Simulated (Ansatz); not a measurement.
**Geometry relaxation, with input and output: Ti₃O₇ (part 1 of 4)**

System: Ti₃O₇ (slab, 10 atoms in the cell).
Method: DFT PBEsol, scalar-relativistic, plane waves, PAW, spin-polarised (Ansatz 0.2.0).

The structure derives from an entry of the Crystallography Open Database. The input holds or restrains some coordinates. Forces given for the steps count only the free coordinates. It belongs to a series of runs on one base structure; here: O put at a bridge Ti-O site. Figures and captions count atoms from 1; the log counts them from 0 in places.

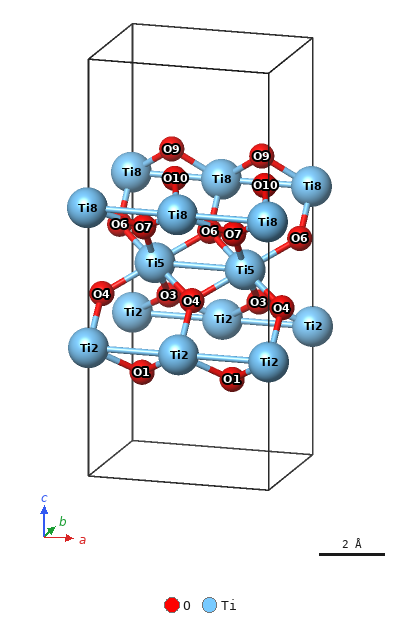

The structure as given in the input (ball-and-stick view of the 2 × 1 repeat of the cell, with the vacuum cut short, seen slightly off an axis; atoms are numbered from 1 in the order of the input). An atom can appear more than once, as a periodic image.

## The input
```yaml
crystal:
  lattice:
    - [2.9389940238, 0.0, 0.0]
    - [0.0, 4.5912476139, 0.0]
    - [0.0, 0.0, 25.3869879129]
  atoms:
    - { symbol: O, position: [0.5, 0.1955612559, 0.3348171917] }
    - { symbol: Ti, position: [0.0, 0.0, 0.3701845285] }
    - { symbol: O, position: [0.5, 0.8044387441, 0.4055518651] }
    - { symbol: O, position: [0.0, 0.3044387441, 0.4252424054] }
    - { symbol: Ti, position: [0.5, 0.4890094167, 0.460614693] }
    - { symbol: O, position: [0.0, 0.7080597007, 0.4949937893] }
    - { symbol: O, position: [0.5, 0.2315469054, 0.5176553067] }
    - { symbol: Ti, position: [0.0, -0.0248755052, 0.5489097548] }
    - { symbol: O, position: [0.5, 0.8687908026, 0.5877350453] }
    - { symbol: O, position: [0.75, 0.4219576487, 0.5727667473], spin: 2.0 }
basis:
  ecutwfc: 420
kpoints:
  mp_grid: { grid: [9, 6, 1] }
hamiltonian:
  xc: pbesol
scf:
  occupations: { method: gaussian, width: 0.05 }
output:
  forces: true
  eigenvalues: true
  populations: true
  write_density: true
  write_potential: true
  elf: true
  volumetric_format: npy
magnetization:
  spin_polarized: true
relax:
  adjacent_minimum: "off"
  f_tol: 0.03
  max_steps: 70
  constraints: [{ sites: [0, 1, 2, 3] }]
efield:
  axis: 3
  dipole_correction: true
  ramp_width: 0.04
```

Command:
```bash
ansatz run input.yaml --threads 2 --pin off --max-ram 5120MiB --backend cpu --events-out ev --progress --plain --runs-dir out
```

## Output
```
Engine: ansatz 0.2.0, x86_64-unknown-linux-gnu
Pseudopotentials: kind: paw
Pseudopotential: O, paw, valence charge 6, recommended cutoff 420 eV (normal), O.paw.azcp
Pseudopotential: Ti, paw, valence charge 12, recommended cutoff 420 eV (normal), Ti.paw.azcp
Functional definition: PBEsol
  exchange = pbesol_x
  correlation = pbesol_c
Crystal: 10 atoms, lattice volume = 342.563 Å³
Basis set: ecut = 420 eV, 6683 PW (Γ), exchange–correlation on 40×64×360 points (8 copies of the dense FFT grid, shifted against one another)
Bands: 50, of which v1, the nominal top of the filled ones, is band 39 counted from 1 (38 counted from 0)
Symmetry: 1 space group operations
k-points: 28 of 54 (time reversal used)
Non-local potential: O, projectors of the file, l = 0: 2, l = 1: 2, l = 2: 1
Non-local potential: Ti, projectors of the file, l = 0: 3, l = 1: 2, l = 2: 3, l = 3: 1
PAW form: soft (Blöchl's): semilocal exchange-correlation on the pseudo side does not see the compensation charge
PAW frozen core: O, regenerated for the run's functional, and the local potential with it (the file was generated under x = pbe(κ = 0.804, μ = 0.2195149727645171), c = pbe(β = 0.06672455060314922))
PAW frozen core: Ti, regenerated for the run's functional, and the local potential with it (the file was generated under x = pbe(κ = 0.804, μ = 0.2195149727645171), c = pbe(β = 0.06672455060314922))
PAW one-centre angular grid: O, 110 points (default); XC on 64 Gauss nodes
PAW one-centre angular grid: Ti, 590 points (default); XC on 64 Gauss nodes
Initial density: superposition of atomic densities (neutral atoms: chi_scale 0, normalization atom)
Starting moments: Σ|m| = 2 μB on 1 of 10 sites
Initial wavefunctions: pseudopotential atomic-orbital guess
Functional: x = pbesol(κ = 0.804, μ = 0.12345679012345678), c = pbesol(β = 0.046)
SCF iter   1: F=—  HF=-11365.272117 eV  |F-HF|=—  |Δ(HF+E_count)|=         —  Δρ=6.18e-2 (↑6.18e-2 ↓5.98e-2)  dr2=5.40e1  dr2_m=2.21e-1  M=2.000 μB ∫|m|=2.030 μB  β_m=1.00  ethr=3.10e-3  p=-0.000 e·Å  D=-7.14e-7 V/Å  ΔV_dip=0.00 eV  dr2_dipole=9.31e-3  V_vac-E_F(+/−)=8.84/8.84 eV  ⟨swp⟩=7.4  Hψ=12688  notcnv=0
Mixer restart at iter 1: flushing history
efield: sawtooth ramp at fractional position 0.9413 (placed from the atoms, in the widest stretch of the axis that holds none; the zero of the levels goes with the place), width 0.0400; the density the first Hamiltonian is built on has a dipole p = -0.000 e·Å; the dipole correction subtracts the counter field D = -7.14e-7 V/Å, which shifts the + side's vacuum level by +0.00 eV against the − side's; the planar-averaged density in the ramp window peaks in size at 2.1e-6 e/Å³
preconditioner: auto → LDOS  [metal: Δε(μ)=0.007 eV  Ē_g=12.438 eV  σ=0.050 eV  W_gap=0.08  n_scr=42 (ndim 8)  ℏωp=14.7 eV  f_vac=0.644  D(μ)=2.49/eV (n_scr^D=8)]
spin=Collinear: LDOS preconditioning applied to the charge; magnetization (m = ρ↑ − ρ↓) channel mixes plain (no charge-response kernel on spin).
SCF iter   2: F=—  HF=-11353.994863 eV  |F-HF|=—  |Δ(HF+E_count)|=    1.13e1  Δρ=2.82e-2 (↑2.82e-2 ↓2.79e-2)  dr2=1.19e1  dr2_m=4.46e-2  M=1.988 μB ∫|m|=2.080 μB  β_m=0.28  ethr=3.10e-3  p=-0.059 e·Å  D=-3.11e-2 V/Å  ΔV_dip=0.79 eV  dr2_dipole=1.97e-2  V_vac-E_F(+/−)=8.74/7.95 eV  ⟨swp⟩=4.0  Hψ=7770  notcnv=0  defer=215
density mixer auto → msr1: a metal under ldos (density of states about μ 0.77 of a free-electron gas's, 42 screened modes)
SCF iter   3: F=—  HF=-11352.948719 eV  |F-HF|=—  |Δ(HF+E_count)|=    1.05e0  Δρ=1.46e-2 (↑1.46e-2 ↓1.43e-2)  dr2=3.34e0  dr2_m=3.60e-2  M=1.998 μB ∫|m|=2.079 μB  β_m=0.28  ethr=3.10e-3  p=-0.151 e·Å  D=-7.96e-2 V/Å  ΔV_dip=2.02 eV  dr2_dipole=1.16e-1  V_vac-E_F(+/−)=8.32/6.30 eV  ⟨swp⟩=3.3  Hψ=5734  notcnv=0  defer=195
SCF iter   4: F=—  HF=-11352.490928 eV  |F-HF|=—  |Δ(HF+E_count)|=   4.58e-1  Δρ=8.65e-3 (↑8.65e-3 ↓7.71e-3)  dr2=8.27e-1  dr2_m=2.90e-2  M=1.956 μB ∫|m|=2.041 μB  β_m=0.37  ethr=3.10e-3  p=-0.081 e·Å  D=-4.27e-2 V/Å  ΔV_dip=1.08 eV  dr2_dipole=8.97e-3  V_vac-E_F(+/−)=7.97/6.88 eV  ⟨swp⟩=2.3  Hψ=3860  notcnv=0  defer=197
SCF iter   5: F=—  HF=-11352.431155 eV  |F-HF|=—  |Δ(HF+E_count)|=   5.98e-2  Δρ=6.33e-3 (↑6.33e-3 ↓5.19e-3)  dr2=2.96e-1  dr2_m=3.60e-2  M=1.822 μB ∫|m|=1.915 μB  β_m=0.35  ethr=1.06e-3  p=-0.082 e·Å  D=-4.34e-2 V/Å  ΔV_dip=1.10 eV  dr2_dipole=1.19e-2  V_vac-E_F(+/−)=7.59/6.48 eV  ⟨swp⟩=3.0  Hψ=4487  notcnv=0  defer=196
SCF iter   6: F=—  HF=-11352.679029 eV  |F-HF|=—  |Δ(HF+E_count)|=         —  Δρ=1.89e-2 (↑1.79e-2 ↓1.89e-2)  dr2=4.29e-1  dr2_m=8.20e-1  M=0.797 μB ∫|m|=0.982 μB  β_m=1.00  ethr=3.79e-4  p=-0.058 e·Å  D=-3.07e-2 V/Å  ΔV_dip=0.78 eV  dr2_dipole=1.17e-2  V_vac-E_F(+/−)=7.29/6.51 eV  ⟨swp⟩=3.2  Hψ=4385  notcnv=0  defer=189  κ⁻¹=4.8e-3(r=4)
SCF iter   7: F=—  HF=-11352.527116 eV  |F-HF|=—  |Δ(HF+E_count)|=   1.52e-1  Δρ=8.96e-3 (↑8.96e-3 ↓7.73e-3)  dr2=2.65e-1  dr2_m=1.54e-1  M=0.485 μB ∫|m|=0.644 μB  β_m=0.35  ethr=6.41e-5  p=-0.082 e·Å  D=-4.35e-2 V/Å  ΔV_dip=1.11 eV  dr2_dipole=4.49e-3  V_vac-E_F(+/−)=7.37/6.26 eV  ⟨swp⟩=3.8  Hψ=7026  notcnv=0  defer=183
SCF iter   8: F=—  HF=-11352.603965 eV  |F-HF|=—  |Δ(HF+E_count)|=   7.68e-2  Δρ=1.12e-2 (↑1.12e-2 ↓1.06e-2)  dr2=2.36e-1  dr2_m=3.07e-1  M=0.119 μB ∫|m|=0.394 μB  β_m=0.67  ethr=6.41e-5  p=-0.081 e·Å  D=-4.29e-2 V/Å  ΔV_dip=1.09 eV  dr2_dipole=1.70e-2  V_vac-E_F(+/−)=7.38/6.29 eV  ⟨swp⟩=2.0  Hψ=4895  notcnv=0  defer=189
SCF iter   9: F=—  HF=-11352.595803 eV  |F-HF|=—  |Δ(HF+E_count)|=         —  Δρ=1.06e-2 (↑1.05e-2 ↓1.06e-2)  dr2=2.29e-1  dr2_m=2.79e-1  M=0.190 μB ∫|m|=0.429 μB  β_m=0.67  ethr=6.41e-5  p=-0.087 e·Å  D=-4.57e-2 V/Å  ΔV_dip=1.16 eV  dr2_dipole=1.33e-2  V_vac-E_F(+/−)=7.45/6.29 eV  ⟨swp⟩=2.0  Hψ=4680  notcnv=0  defer=189
Mixer restart at iter 9: flushing history
SCF iter  10: F=—  HF=-11352.599872 eV  |F-HF|=—  |Δ(HF+E_count)|=   4.07e-3  Δρ=7.18e-3 (↑7.18e-3 ↓6.89e-3)  dr2=9.72e-2  dr2_m=1.33e-1  M=0.025 μB ∫|m|=0.393 μB  β_m=0.84  ethr=6.41e-5  p=-0.091 e·Å  D=-4.82e-2 V/Å  ΔV_dip=1.22 eV  dr2_dipole=7.98e-3  V_vac-E_F(+/−)=7.44/6.21 eV  ⟨swp⟩=3.0  Hψ=5285  notcnv=0  defer=187
SCF iter  11: F=—  HF=-11352.597949 eV  |F-HF|=—  |Δ(HF+E_count)|=   1.92e-3  Δρ=4.76e-3 (↑4.76e-3 ↓4.75e-3)  dr2=2.16e-1  dr2_m=1.64e-2  M=0.001 μB ∫|m|=0.461 μB  β_m=0.71  ethr=6.41e-5  p=-0.114 e·Å  D=-6.01e-2 V/Å  ΔV_dip=1.53 eV  dr2_dipole=5.78e-4  V_vac-E_F(+/−)=7.62/6.09 eV  ⟨swp⟩=3.3  Hψ=6753  notcnv=0  defer=210
SCF iter  12: F=—  HF=-11352.604306 eV  |F-HF|=—  |Δ(HF+E_count)|=   6.36e-3  Δρ=2.30e-3 (↑2.30e-3 ↓2.17e-3)  dr2=9.51e-3  dr2_m=1.10e-2  M=0.000 μB ∫|m|=0.517 μB  β_m=0.86  ethr=6.41e-5  p=-0.121 e·Å  D=-6.41e-2 V/Å  ΔV_dip=1.63 eV  dr2_dipole=8.67e-4  V_vac-E_F(+/−)=7.61/5.98 eV  ⟨swp⟩=2.9  Hψ=5678  notcnv=0  defer=210
SCF iter  13: F=—  HF=-11352.607947 eV  |F-HF|=—  |Δ(HF+E_count)|=   3.64e-3  Δρ=1.58e-3 (↑1.51e-3 ↓1.58e-3)  dr2=8.99e-3  dr2_m=5.71e-3  M=0.000 μB ∫|m|=0.545 μB  β_m=0.93  ethr=1.22e-5  p=-0.106 e·Å  D=-5.58e-2 V/Å  ΔV_dip=1.42 eV  dr2_dipole=5.37e-4  V_vac-E_F(+/−)=7.56/6.15 eV  ⟨swp⟩=2.1  Hψ=5004  notcnv=0  defer=241
SCF iter  14: F=—  HF=-11352.610839 eV  |F-HF|=—  |Δ(HF+E_count)|=   2.89e-3  Δρ=1.69e-3 (↑1.69e-3 ↓1.37e-3)  dr2=1.55e-2  dr2_m=4.65e-3  M=0.000 μB ∫|m|=0.582 μB  β_m=0.79  ethr=1.15e-5  p=-0.117 e·Å  D=-6.16e-2 V/Å  ΔV_dip=1.56 eV  dr2_dipole=9.51e-5  V_vac-E_F(+/−)=7.56/6.00 eV  ⟨swp⟩=2.2  Hψ=5100  notcnv=0  defer=247
SCF iter  15: F=—  HF=-11352.610143 eV  |F-HF|=—  |Δ(HF+E_count)|=   6.96e-4  Δρ=8.76e-4 (↑8.76e-4 ↓7.54e-4)  dr2=3.46e-3  dr2_m=1.21e-3  M=0.000 μB ∫|m|=0.617 μB  β_m=0.77  ethr=1.15e-5  p=-0.108 e·Å  D=-5.71e-2 V/Å  ΔV_dip=1.45 eV  dr2_dipole=3.10e-5  V_vac-E_F(+/−)=7.55/6.10 eV  ⟨swp⟩=2.4  Hψ=4845  notcnv=0  defer=240
SCF iter  16: F=—  HF=-11352.610502 eV  |F-HF|=—  |Δ(HF+E_count)|=   3.59e-4  Δρ=5.60e-4 (↑5.60e-4 ↓5.60e-4)  dr2=2.27e-3  dr2_m=4.98e-4  M=0.000 μB ∫|m|=0.622 μB  β_m=0.69  ethr=4.43e-6  p=-0.112 e·Å  D=-5.94e-2 V/Å  ΔV_dip=1.51 eV  dr2_dipole=2.26e-5  V_vac-E_F(+/−)=7.55/6.05 eV  ⟨swp⟩=2.2  Hψ=4755  notcnv=0  defer=223
SCF iter  17: F=—  HF=-11352.610681 eV  |F-HF|=—  |Δ(HF+E_count)|=   1.80e-4  Δρ=3.76e-4 (↑3.76e-4 ↓3.74e-4)  dr2=2.52e-4  dr2_m=3.75e-4  M=0.000 μB ∫|m|=0.616 μB  β_m=0.78  ethr=2.91e-6  p=-0.111 e·Å  D=-5.88e-2 V/Å  ΔV_dip=1.49 eV  dr2_dipole=2.21e-6  V_vac-E_F(+/−)=7.56/6.07 eV  ⟨swp⟩=2.0  Hψ=4065  notcnv=0  defer=216
SCF iter  18: F=—  HF=-11352.610759 eV  |F-HF|=—  |Δ(HF+E_count)|=   7.82e-5  Δρ=2.46e-4 (↑2.46e-4 ↓2.46e-4)  dr2=1.98e-4  dr2_m=1.44e-4  M=0.000 μB ∫|m|=0.611 μB  β_m=0.75  ethr=3.23e-7  p=-0.111 e·Å  D=-5.87e-2 V/Å  ΔV_dip=1.49 eV  dr2_dipole=3.88e-10  V_vac-E_F(+/−)=7.56/6.07 eV  ⟨swp⟩=3.0  Hψ=5378  notcnv=0  defer=219
SCF iter  19: F=—  HF=-11352.610841 eV  |F-HF|=—  |Δ(HF+E_count)|=   8.19e-5  Δρ=1.95e-4 (↑1.95e-4 ↓1.89e-4)  dr2=3.65e-4  dr2_m=2.86e-5  M=0.000 μB ∫|m|=0.617 μB  β_m=0.59  ethr=2.53e-7  p=-0.111 e·Å  D=-5.88e-2 V/Å  ΔV_dip=1.49 eV  dr2_dipole=2.93e-6  V_vac-E_F(+/−)=7.55/6.06 eV  ⟨swp⟩=3.0  Hψ=5404  notcnv=0  defer=220
SCF iter  20: F=—  HF=-11352.610842 eV  |F-HF|=—  |Δ(HF+E_count)|=   1.06e-6  Δρ=5.13e-5 (↑5.13e-5 ↓4.30e-5)  dr2=1.17e-5  dr2_m=4.10e-6  M=0.000 μB ∫|m|=0.615 μB  β_m=0.59  ethr=2.53e-7  p=-0.111 e·Å  D=-5.85e-2 V/Å  ΔV_dip=1.49 eV  dr2_dipole=8.31e-7  V_vac-E_F(+/−)=7.56/6.07 eV  ⟨swp⟩=2.0  Hψ=4326  notcnv=0  defer=221
SCF iter  21: F=—  HF=-11352.610846 eV  |F-HF|=—  |Δ(HF+E_count)|=   3.44e-6  Δρ=1.83e-5 (↑1.83e-5 ↓1.56e-5)  dr2=1.60e-6  dr2_m=5.25e-7  M=0.000 μB ∫|m|=0.614 μB  β_m=0.65  ethr=1.51e-8  p=-0.111 e·Å  D=-5.87e-2 V/Å  ΔV_dip=1.49 eV  dr2_dipole=1.28e-8  V_vac-E_F(+/−)=7.56/6.07 eV  ⟨swp⟩=2.5  Hψ=4419  notcnv=0  defer=220
SCF iter  22: F=-11352.610850 eV  HF=-11352.610850 eV  |F-HF|=2.86e-7  |Δ(HF+E_count)|=   3.78e-6  Δρ=9.85e-6 (↑9.85e-6 ↓8.96e-6)  dr2=8.71e-7  dr2_m=8.86e-8  M=0.000 μB ∫|m|=0.614 μB  ethr=2.05e-9  p=-0.111 e·Å  D=-5.86e-2 V/Å  ΔV_dip=1.49 eV  dr2_dipole=1.83e-8  V_vac-E_F(+/−)=7.56/6.07 eV  ⟨swp⟩=19.3  Hψ=26734  notcnv=0
SCF 1 converged in 22 iterations: F = -11352.610850 eV  dr2 = 8.71e-7
  greatest PAW one-centre occupation: 0.999 electrons in one spin orbital (limit 2), on the Ti atom at site 4 (counted from 0), in its partial waves of l = 0
relax step   1: F+E_penalty+E_count = -11352.61084998 eV  Δ(F+E_penalty+E_count) = +0.000e0 eV  max|allowed force component| = 3.666e0 eV/Å  Δτ_max = 0.0000 Å  (22 SCF iters, dr2 threshold 2.25e-5 eV, accepted)
Initial density: handed on by an earlier stage of this run
Starting moments: Σ|m| = 2 μB on 1 of 10 sites; this step starts from the density that it was given
Initial wavefunctions: those handed on with the density
iter 1 solved again at ethr=8.09e-4 eV; its pass at ethr=3.10e-3 eV (dr2=6.31e-1 eV) is discarded
```
